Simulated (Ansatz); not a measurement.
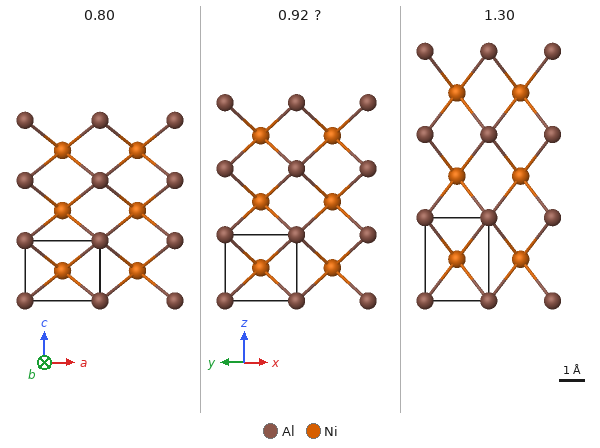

A crystal of AlNi (P4/mmm): the ratio of the cell's length along z to its lengths across, counted as 1 for the reference, is changed at fixed volume (a c/a path), with the atoms kept at their fractional coordinates. x, y and z are the Cartesian axes of the input. The picture is a ball-and-stick view of the cell of the calculation, repeated 2 × 2 × 3 with one cell outlined, seen along the b axis.

Level of theory: DFT PBEsol, scalar-relativistic, plane waves, PAW in Ansatz 0.2.0. (plane-wave cutoff 420 eV; k-point mesh 24 × 24 × 24; occupations gaussian; smearing width 0.15 eV; no spin polarisation). Energies (free energies at the smearing named) are counted from the relaxed crystal.

```tsv
axial ratio over its reference value	E − E(ref) (meV/atom)
0.80	154.1
0.85	69.0
0.92	?
0.96	2.8
1.00	0.0
1.05	4.6
1.10	15.0
1.20	46.3
1.30	88.9
```

### Estimate the missing energy from the other rows, and compare with the calculation.

A straight line between the two neighbours gives 26.9 meV/atom. A cubic through the four nearest rows (0.80, 0.85, 0.96, 1.00) gives, with Lagrange weights, (−0.1400)(154.1) + (0.4655)(69.0) + (0.9545)(2.8) + (−0.2800)(0.0) = 13.2 meV/atom. The calculation gives 14.5 meV/atom, so the cubic is 1.3 meV/atom too low and the straight line 12.4 meV/atom too high, as the curve bends upwards here.

The whole profile:

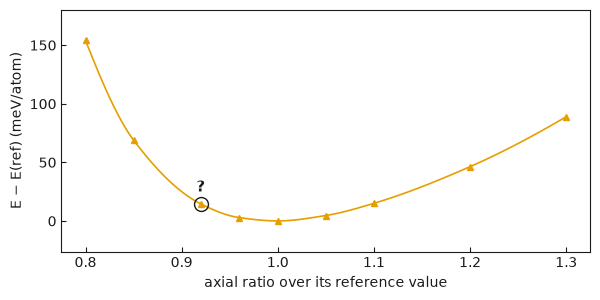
